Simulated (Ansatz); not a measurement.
**Single-point calculation of AlCo₃**

- system: AlCo₃ (4 atoms in the cell)
- method: DFT r2SCAN, scalar-relativistic, plane waves, PAW, spin-polarised (Ansatz 0.2.0)

The structure derives from a Materials Project entry. Figures and captions count atoms from 1; the log counts them from 0 in places.

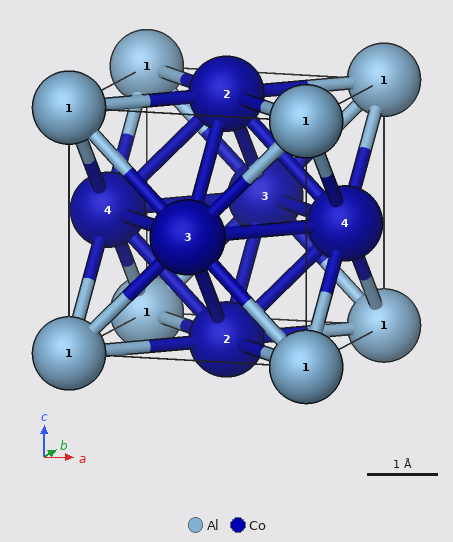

Figure 1. The structure as given in the input (ball-and-stick view of the cell of the calculation, seen slightly off an axis; atoms are numbered from 1 in the order of the input). An atom can appear more than once, as a periodic image. Near neighbours in the periodic cell (some may lie outside the picture): Al has 12 Co at 2.53 Å; Co has 4 Al at 2.53 Å and 8 Co at 2.53 Å.

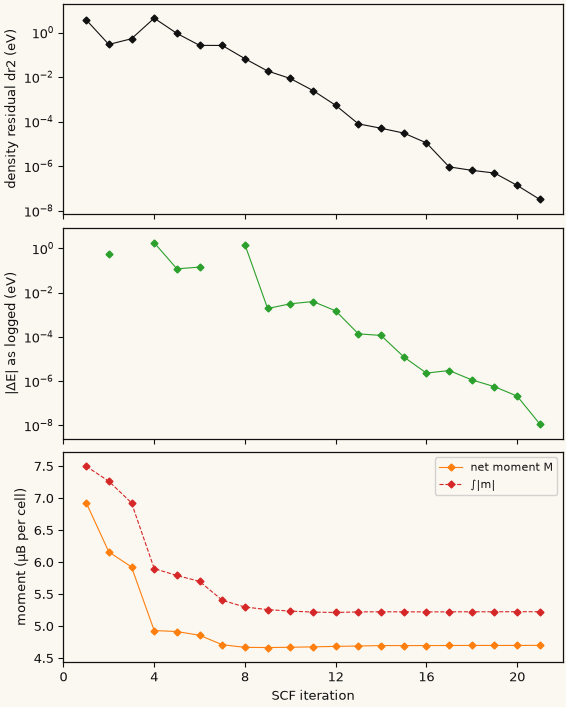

Figure 2. Convergence of the self-consistent field: density residual dr2, size of the energy change and magnetic moment against the SCF iteration. The residual comes down, with one marked jump up, by a factor of about 8, at step 4. The net moment goes from 6.9 to 4.7 μB per cell.

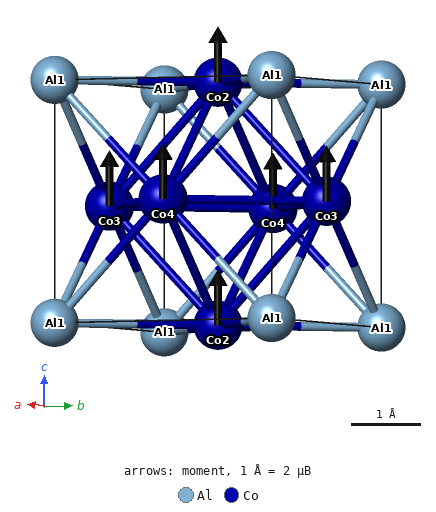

Figure 3. Magnetic moments of the sites as black arrows (ball-and-stick view of the cell of the calculation, seen at an oblique angle; atoms are numbered from 1 in the order of the input); small moments hardly show. The run is collinear, so the axis drawn is arbitrary. Site moments: all 3 Co atoms (1.65 μB); Al1 (−0.06 μB). They are counted near the atoms and needn't add up to the moment of the cell.

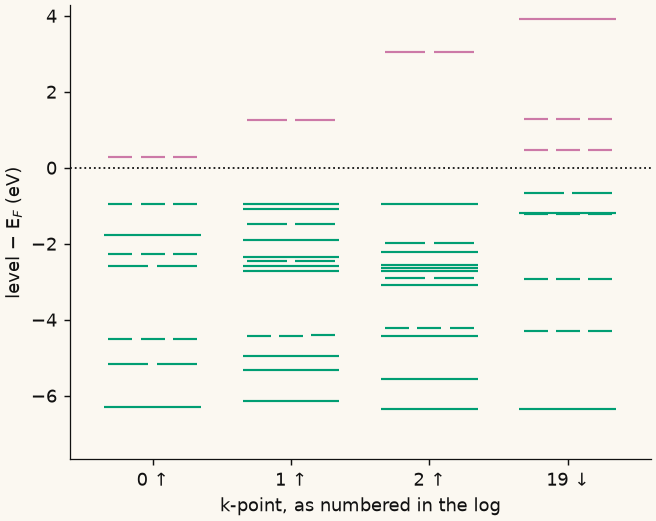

Figure 4. Kohn–Sham levels near the Fermi level (dotted) at the few k-points that the log prints; levels within 0.02 eV of each other stand side by side. The system is metallic on the full mesh.

The input and output of the run follow.

## The input
```yaml
crystal:
  lattice:
    - [3.574948, 0.0, 0.0]
    - [0.0, 3.574948, 0.0]
    - [0.0, 0.0, 3.574948]
  atoms:
    - { symbol: Al, position: [0.0, 0.0, 0.0] }
    - { symbol: Co, position: [0.5, 0.5, 0.0], spin: 3.0 }
    - { symbol: Co, position: [0.5, 0.0, 0.5], spin: 3.0 }
    - { symbol: Co, position: [0.0, 0.5, 0.5], spin: 3.0 }
basis:
  ecutwfc: 500
kpoints:
  mp_grid: { grid: [6, 6, 6] }
hamiltonian:
  xc: r2scan
scf:
  occupations: { method: gaussian, width: 0.1 }
output:
  forces: true
  stress: true
  eigenvalues: true
  populations: true
magnetization:
  spin_polarized: true
```

Launched with:
```bash
ansatz run input.yaml --threads 1 --pin off --max-ram 2560MiB --backend cpu --events-out ev --progress --plain --runs-dir out
```

## Log
```
Engine: ansatz 0.2.0, x86_64-unknown-linux-gnu
Pseudopotentials: kind: paw
Pseudopotential: Al, paw, valence charge 3, recommended cutoff 500 eV (meta_gga), Al.paw.azcp
Pseudopotential: Co, paw, valence charge 17, recommended cutoff 500 eV (meta_gga), Co.paw.azcp
Functional definition: r2SCAN
  parameter k0 = 0.174
  parameter k1 = 0.065
  parameter a1 = 4.9479
  exchange = r2scan_x(k0 = k0, k1 = k1, a1 = a1)
  correlation = r2scan_c
Crystal: 4 atoms, lattice volume = 45.689 Å³
Basis set: ecut = 500 eV, 1189 PW (Γ), exchange–correlation on 108×108×108 points (64 copies of the dense FFT grid, shifted against one another)
Bands: 38, of which v1, the nominal top of the filled ones, is band 27 counted from 1 (26 counted from 0)
Symmetry: 48 space group operations
Space group: Pm-3m (ITA 221), of the structure as read, at distance tolerance 3.6e-5 Å
Magnetic group: BNS 221.92 (UNI 1594), of the structure as read, at distance tolerance 3.6e-5 Å
k-points: 20 of 216
Non-local potential: Al, projectors of the file, l = 0: 2, l = 1: 2, l = 2: 1
Non-local potential: Co, projectors of the file, l = 0: 3, l = 1: 2, l = 2: 3, l = 3: 1
PAW form: soft (Blöchl's): semilocal exchange-correlation on the pseudo side does not see the compensation charge
PAW frozen core: Al, regenerated for the run's functional (the file was generated under x = pbe(κ = 0.804, μ = 0.2195149727645171), c = pbe(β = 0.06672455060314922))
PAW frozen core: Co, regenerated for the run's functional (the file was generated under x = pbe(κ = 0.804, μ = 0.2195149727645171), c = pbe(β = 0.06672455060314922))
PAW one-centre angular grid: Al, 302 points (default); XC on 160 Gauss nodes
PAW one-centre angular grid: Co, 590 points (default); XC on 160 Gauss nodes
Initial density: superposition of atomic densities (chi_scale 0.1, normalization cell)
Starting moments: Σ|m| = 9 μB on 3 of 4 sites
Initial wavefunctions: pseudopotential atomic-orbital guess
Functional: x = r2scan, c = r2scan; τ floored in thin density (d = 2e-4 eV/Å³)
SCF iter   1: F=—  HF=-15932.883583 eV  |F-HF|=—  |Δ(HF+E_count)|=         —  Δρ=8.18e-2 (↑8.18e-2 ↓4.51e-2)  dr2=3.74e0  dr2_τ=4.59e-2  dr2_m=4.70e-1  M=6.932 μB ∫|m|=7.499 μB  β_m=1.00  ethr=3.10e-3  ⟨swp⟩=7.1  Hψ=6166  notcnv=0  defer=1
Mixer restart at iter 1: flushing history
preconditioner: auto → Kerker (q_TF=auto, 2.805 Å⁻¹)  [metal: Δε(μ)=0.043 eV  Ē_g=10.057 eV  σ=0.100 eV  W_gap=0.24  n_scr=18 (ndim 8)  ℏωp=30.1 eV  f_vac=0.000  D(μ)=4.00/eV (n_scr^D=56)]
spin=Collinear: Kerker preconditioning applied to the charge; magnetization (m = ρ↑ − ρ↓) channel mixes plain (no charge-response kernel on spin).
SCF iter   2: F=—  HF=-15932.317213 eV  |F-HF|=—  |Δ(HF+E_count)|=   5.66e-1  Δρ=2.37e-2 (↑2.37e-2 ↓1.78e-2)  dr2=2.93e-1  dr2_τ=2.29e-2  dr2_m=9.48e-2  M=6.160 μB ∫|m|=7.265 μB  β_m=1.00  ethr=3.10e-3  ⟨swp⟩=2.6  Hψ=2928  notcnv=0  defer=115  κ⁻¹=1.0e0(r=1)
SCF iter   3: F=—  HF=-15933.517524 eV  |F-HF|=—  |Δ(HF+E_count)|=         —  Δρ=2.92e-2 (↑2.92e-2 ↓2.28e-2)  dr2=5.27e-1  dr2_τ=2.84e-3  dr2_m=8.80e-2  M=5.925 μB ∫|m|=6.927 μB  β_m=1.00  ethr=5.43e-4  ⟨swp⟩=2.0  Hψ=1919  notcnv=0  defer=115
Mixer restart at iter 3: flushing history
SCF iter   4: F=—  HF=-15935.325146 eV  |F-HF|=—  |Δ(HF+E_count)|=    1.81e0  Δρ=1.05e-1 (↑2.24e-2 ↓1.05e-1)  dr2=4.42e0  dr2_τ=1.58e-2  dr2_m=8.12e-1  M=4.932 μB ∫|m|=5.900 μB  β_m=1.00  ethr=9.26e-5  ⟨swp⟩=2.6  Hψ=3180  notcnv=0  defer=115
SCF iter   5: F=—  HF=-15935.205126 eV  |F-HF|=—  |Δ(HF+E_count)|=   1.20e-1  Δρ=2.79e-2 (↑1.82e-2 ↓2.79e-2)  dr2=9.16e-1  dr2_τ=3.13e-2  dr2_m=1.14e-2  M=4.916 μB ∫|m|=5.792 μB  β_m=1.00  ethr=9.26e-5  ⟨swp⟩=3.0  Hψ=3789  notcnv=0  defer=128  κ⁻¹=1.0e0(r=1)
SCF iter   6: F=—  HF=-15935.348343 eV  |F-HF|=—  |Δ(HF+E_count)|=   1.43e-1  Δρ=1.14e-2 (↑8.30e-3 ↓1.14e-2)  dr2=2.66e-1  dr2_τ=5.17e-4  dr2_m=2.31e-3  M=4.858 μB ∫|m|=5.700 μB  β_m=1.00  ethr=9.26e-5  ⟨swp⟩=2.1  Hψ=3050  notcnv=0  defer=124  κ⁻¹=4.0e-2(r=2)
SCF iter   7: F=—  HF=-15937.180541 eV  |F-HF|=—  |Δ(HF+E_count)|=         —  Δρ=5.82e-2 (↑1.07e-2 ↓5.82e-2)  dr2=2.63e-1  dr2_τ=1.60e-2  dr2_m=3.95e-1  M=4.710 μB ∫|m|=5.405 μB  β_m=1.00  ethr=9.26e-5  ⟨swp⟩=2.1  Hψ=2592  notcnv=0  defer=124
Mixer restart at iter 7: flushing history
SCF iter   8: F=—  HF=-15935.700917 eV  |F-HF|=—  |Δ(HF+E_count)|=    1.48e0  Δρ=1.09e-2 (↑3.25e-3 ↓1.09e-2)  dr2=6.71e-2  dr2_τ=3.22e-4  dr2_m=1.01e-2  M=4.669 μB ∫|m|=5.299 μB  β_m=1.00  ethr=9.26e-5  ⟨swp⟩=2.3  Hψ=3066  notcnv=0  defer=127
SCF iter   9: F=—  HF=-15935.702846 eV  |F-HF|=—  |Δ(HF+E_count)|=   1.93e-3  Δρ=4.26e-3 (↑3.59e-3 ↓4.26e-3)  dr2=1.88e-2  dr2_τ=2.34e-4  dr2_m=1.42e-3  M=4.666 μB ∫|m|=5.259 μB  β_m=1.00  ethr=9.26e-5  ⟨swp⟩=2.4  Hψ=2703  notcnv=0  defer=121  κ⁻¹=1.0e0(r=1)
SCF iter  10: F=—  HF=-15935.705991 eV  |F-HF|=—  |Δ(HF+E_count)|=   3.14e-3  Δρ=2.83e-3 (↑2.80e-3 ↓2.83e-3)  dr2=8.69e-3  dr2_τ=1.87e-4  dr2_m=6.21e-5  M=4.670 μB ∫|m|=5.236 μB  β_m=1.00  ethr=3.49e-5  ⟨swp⟩=2.0  Hψ=1915  notcnv=0  defer=121  κ⁻¹=3.4e-2(r=2)
SCF iter  11: F=—  HF=-15935.709983 eV  |F-HF|=—  |Δ(HF+E_count)|=   3.99e-3  Δρ=1.58e-3 (↑1.50e-3 ↓1.58e-3)  dr2=2.50e-3  dr2_τ=3.25e-5  dr2_m=6.15e-6  M=4.677 μB ∫|m|=5.220 μB  β_m=1.00  ethr=1.61e-5  ⟨swp⟩=2.0  Hψ=2279  notcnv=0  defer=121  κ⁻¹=1.8e-2(r=3)
SCF iter  12: F=—  HF=-15935.711491 eV  |F-HF|=—  |Δ(HF+E_count)|=   1.51e-3  Δρ=7.69e-4 (↑7.01e-4 ↓7.69e-4)  dr2=5.44e-4  dr2_τ=7.01e-6  dr2_m=2.64e-6  M=4.684 μB ∫|m|=5.214 μB  β_m=1.00  ethr=4.63e-6  ⟨swp⟩=2.4  Hψ=2759  notcnv=0  defer=121  κ⁻¹=1.0e-3(r=4)
SCF iter  13: F=—  HF=-15935.711629 eV  |F-HF|=—  |Δ(HF+E_count)|=   1.38e-4  Δρ=3.89e-4 (↑2.78e-4 ↓3.89e-4)  dr2=8.01e-5  dr2_τ=1.40e-6  dr2_m=7.76e-6  M=4.690 μB ∫|m|=5.223 μB  β_m=1.00  ethr=1.01e-6  ⟨swp⟩=2.0  Hψ=2112  notcnv=0  defer=121  κ⁻¹=2.0e-4(r=5)
SCF iter  14: F=—  HF=-15935.711747 eV  |F-HF|=—  |Δ(HF+E_count)|=   1.17e-4  Δρ=3.14e-4 (↑2.20e-4 ↓3.14e-4)  dr2=5.09e-5  dr2_τ=1.60e-6  dr2_m=1.81e-6  M=4.697 μB ∫|m|=5.225 μB  β_m=1.00  ethr=1.48e-7  ⟨swp⟩=2.0  Hψ=2607  notcnv=0  defer=121  κ⁻¹=7.2e-5(r=6)
SCF iter  15: F=—  HF=-15935.711759 eV  |F-HF|=—  |Δ(HF+E_count)|=   1.26e-5  Δρ=1.96e-4 (↑1.96e-4 ↓1.96e-4)  dr2=3.09e-5  dr2_τ=5.83e-7  dr2_m=1.14e-7  M=4.697 μB ∫|m|=5.224 μB  β_m=1.00  ethr=9.42e-8  ⟨swp⟩=2.0  Hψ=1697  notcnv=0  defer=121  κ⁻¹=2.2e-5(r=7)
SCF iter  16: F=—  HF=-15935.711757 eV  |F-HF|=—  |Δ(HF+E_count)|=   2.32e-6  Δρ=1.31e-4 (↑1.31e-4 ↓9.47e-5)  dr2=1.12e-5  dr2_τ=2.25e-7  dr2_m=2.54e-7  M=4.697 μB ∫|m|=5.223 μB  β_m=1.00  ethr=5.72e-8  ⟨swp⟩=1.0  Hψ=1520  notcnv=0  defer=121  κ⁻¹=8.1e-6(r=8)
SCF iter  17: F=—  HF=-15935.711754 eV  |F-HF|=—  |Δ(HF+E_count)|=   3.04e-6  Δρ=5.78e-5 (↑2.45e-5 ↓5.78e-5)  dr2=9.42e-7  dr2_τ=2.34e-8  dr2_m=2.29e-7  M=4.698 μB ∫|m|=5.224 μB  β_m=1.00  ethr=2.08e-8  ⟨swp⟩=2.0  Hψ=2517  notcnv=0  defer=121  κ⁻¹=2.7e-6(r=8)
SCF iter  18: F=—  HF=-15935.711755 eV  |F-HF|=—  |Δ(HF+E_count)|=   1.15e-6  Δρ=3.36e-5 (↑2.70e-5 ↓3.36e-5)  dr2=6.60e-7  dr2_τ=2.38e-8  dr2_m=2.03e-8  M=4.699 μB ∫|m|=5.225 μB  β_m=1.00  ethr=1.74e-9  ⟨swp⟩=2.0  Hψ=2101  notcnv=0  defer=121  κ⁻¹=4.8e-6(r=8)
SCF iter  19: F=—  HF=-15935.711755 eV  |F-HF|=—  |Δ(HF+E_count)|=   5.66e-7  Δρ=3.35e-5 (↑1.50e-5 ↓3.35e-5)  dr2=4.98e-7  dr2_τ=7.95e-9  dr2_m=4.71e-8  M=4.699 μB ∫|m|=5.225 μB  β_m=1.00  ethr=1.22e-9  ⟨swp⟩=2.6  Hψ=2284  notcnv=0  defer=121  κ⁻¹=1.5e-5(r=8)
SCF iter  20: F=—  HF=-15935.711756 eV  |F-HF|=—  |Δ(HF+E_count)|=   2.12e-7  Δρ=1.99e-5 (↑5.23e-6 ↓1.99e-5)  dr2=1.39e-7  dr2_τ=9.32e-10  dr2_m=3.16e-8  M=4.699 μB ∫|m|=5.226 μB  β_m=1.00  ethr=9.23e-10  ⟨swp⟩=2.0  Hψ=2244  notcnv=0  defer=121  κ⁻¹=1.2e-5(r=8)
SCF iter  21: F=-15935.711756 eV  HF=-15935.711756 eV  |F-HF|=3.34e-9  |Δ(HF+E_count)|=   1.16e-8  Δρ=7.74e-6 (↑4.45e-6 ↓7.74e-6)  dr2=3.25e-8  dr2_τ=3.78e-10  dr2_m=1.54e-9  M=4.700 μB ∫|m|=5.226 μB  ethr=1.85e-10  ⟨swp⟩=7.8  Hψ=6541  notcnv=0
SCF 1 converged in 21 iterations: F = -15935.711756 eV  dr2 = 3.25e-8
  greatest PAW one-centre occupation: 1.004 electrons in one spin orbital (limit 2), on the Co atom at site 1 (counted from 0), in its partial waves of l = 1
this state was not tested for a lower state beside it, because the mixer in use, unlike msr1, does not test its closes by its own steps (another_mixer; see scf.mixing.algorithm and scf.lower_state_search)
SCF converged after 21 iterations
Magnetization: 4.6997 μB (29.3498 up, 24.6502 down)
Absolute magnetization: 5.2262 μB (∫|ρ↑−ρ↓|, with the PAW one-centre terms)
Spin contamination: 0.1550 ħ² per cell (⟨S²⟩ above its minimum at these occupations)
Per-site moments (μB) at R_I (Å): [(-0.05607088844339374, 1.0427463639405803), (1.6475866966489183, 1.0427463639405803), (1.647586696648921, 1.0427463639405803), (1.6475866966489212, 1.0427463639405803)]
Free energy (F): -15935.711756 eV
Harris-Foulkes:  -15935.711756 eV  (|F-HF|=3.34e-9)
Internal energy: -15935.694648 eV  (E = F + TS)
E sigma→0 (E₀):  -15935.703202 eV
Entropy (-TS):   -0.017108 eV (-4.277 meV/atom)
Fermi energy:    16.372297 eV
--- Per-component energies (eV) ---
  E_band       = -898.076015
  E_kinetic    = 1388.282455
  E_local      = -10036.840425  (includes V_loc(G=0)·N_el)
  E_nonlocal   = 1385.477658
  E_hartree    = 4287.415180
  E_xc         = -510.574202
  E_vxc        = -722.570038  (∫ρ·V_xc dr)
  E_paw        = -5049.569158  (= ΣΔE_a)
  E_vpaw       = -1532.972865  (= ΣTr[D̂ρ^β])
  E_aug_tail   = 0.000114  (compensation charges beyond the density's cutoff)
  E_vtau       = 45.694063  (kinetic-family band-sum trace: ∫τ·v_τ [+ j·A + Jᵃ·Aᵃ] dr)
  E_ewald      = -7398.940542
  E_core_change = -0.945727  (= ΣΔE_core)
  E_smearing   = -0.017108  (= −TS)
  E_closure    = 0.000000  (closes the sum)
  Σ components = -15935.711756   (vs F -15935.711756, Δ=0.00e0)
--- Forces (eV/Å), atoms counted from 1 ---
  atom   1  Al    -0.00000000    -0.00000000     0.00000000
  atom   2  Co     0.00000000    -0.00000000    -0.00000000
  atom   3  Co     0.00000000    -0.00000000    -0.00000000
  atom   4  Co     0.00000000     0.00000000     0.00000000
  max |Σ_I F_I| component: 4.70e-28 eV/Å
--- Stress (GPa, compression-positive) ---
        2.484345       0.000000       0.000000
        0.000000       2.484345       0.000000
        0.000000       0.000000       2.484345
  P = ⅓ Tr σ = 2.4843 GPa (24.843 kbar)
--- Band table (eV; the first three rows and the last of 40) ---
  k-point 0 ↑: bands = ["-83.7608", "-83.7180", "-83.7180", "-45.8586", "-45.8586", "-45.8586", "-45.4054", "-45.4054", "-45.4054", "-45.3960", "-45.3960", "-45.3960", "5.4756", "10.0860", "11.1975", "11.1975", "11.8768", "11.8768", "11.8768", "13.7971", "13.7971", "14.1016", "14.1016", "14.1016", "14.5982", "15.4278", "15.4278", "15.4278", "16.6466", "16.6466", "16.6466", "22.5719", "22.5719", "23.2132", "28.4131", "28.4131", "28.4131", "30.2971"]
  k-point 1 ↑: bands = ["-83.7583", "-83.7205", "-83.7180", "-45.8562", "-45.8562", "-45.8545", "-45.4108", "-45.4061", "-45.4061", "-45.3977", "-45.3977", "-45.3965", "5.8283", "10.2215", "11.0585", "11.4085", "11.9507", "11.9507", "11.9567", "13.6501", "13.7946", "13.9045", "13.9045", "14.0114", "14.4713", "14.8874", "14.8874", "15.2782", "15.4281", "17.6343", "17.6343", "22.5457", "23.0527", "24.7921", "26.8312", "26.8312", "27.5600", "29.1397"]
  k-point 2 ↑: bands = ["-83.7517", "-83.7270", "-83.7179", "-45.8514", "-45.8514", "-45.8461", "-45.4218", "-45.4086", "-45.4086", "-45.4000", "-45.4000", "-45.3976", "6.8432", "10.0276", "10.8062", "11.9360", "12.1412", "12.1412", "12.1423", "13.2899", "13.4732", "13.4732", "13.6648", "13.7412", "13.8050", "14.1632", "14.3990", "14.3990", "15.4288", "19.4073", "19.4073", "22.4805", "23.4850", "24.0797", "24.0797", "25.5824", "27.5508", "28.9323"]
  k-point 19 ↓: bands = ["-81.0556", "-81.0556", "-81.0556", "-43.0709", "-43.0612", "-43.0612", "-43.0612", "-42.8808", "-42.8808", "-42.8808", "-42.8033", "-42.8033", "10.0333", "12.0632", "12.0632", "12.0632", "13.4557", "13.4557", "13.4557", "15.1416", "15.1416", "15.1416", "15.1846", "15.6965", "15.6965", "16.8477", "16.8477", "16.8477", "17.6531", "17.6531", "17.6531", "20.2940", "21.1689", "21.1689", "21.1689", "34.6555", "34.6555", "36.4624"]
--- Löwdin populations: 4 sites ---
  site symbol       q [e]    m [muB]
     0     Al      3.7520    -0.1199
     1     Co     16.5462     1.6451
     2     Co     16.5462     1.6451
     3     Co     16.5462     1.6451
  spilling = 0.011288 (of n_electrons = 54.000000)
```

## Summary

- outcome: converged
- space group (tolerance 0.01 Å): Pm-3m (221)
- electrons treated: 54
- free energy: −15935.7118 eV
- Fermi energy: 16.372 eV
- gap on the k-point mesh: none (metallic)
- net moment of the cell: 4.70 μB
- integrated absolute moment: 5.23 μB
- pressure: 2.48 GPa
- largest force (length of the vector): under 0.001 eV/Å
- hardware: 1 thread of Intel Xeon @ 2.50GHz (Skylake/Cascade Lake), 189 GiB of memory available, shared host
- wall time: 54 s
- peak memory: 0.48 GiB

## Notes

The electronic state found may not be the lowest one. The program warns: the state was not tested for a lower one.
